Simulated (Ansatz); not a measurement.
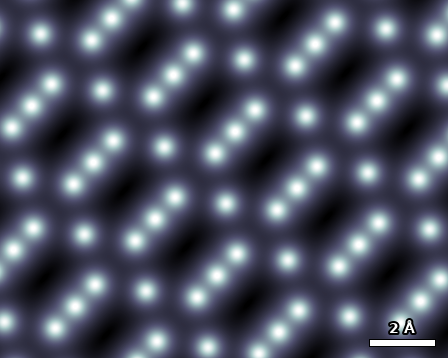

Map of the projected electrostatic potential of a crystal. Computed as the sum of neutral-atom potentials (tabulated electron scattering factors, B = 0.5 Å²) projected along the beam and smoothed by 0.25 Å; brighter is more positive. The display is stretched by a gamma of 0.6; percentages refer to the linear signal.

Question: What two-dimensional lattice does the image show, and how large is its cell?

Answer: The pattern repeats on a rectangular net of 2.6 × 3.7 Å.

Question: Which plane group does this projection have?

Answer: p2mm: mirror lines in two perpendicular directions, with twofold points where they cross.

Question: How many columns does the smallest repeating cell hold, and how many levels of brightness?

Answer: 4 columns in the primitive cell of 9.7 Å², all of one brightness.

The crystal is Ti (Pm-3n, No. 223) seen along [110]. Model: the input geometry of a calculation; the starting structure was generated, so it need not be a known form of this composition.
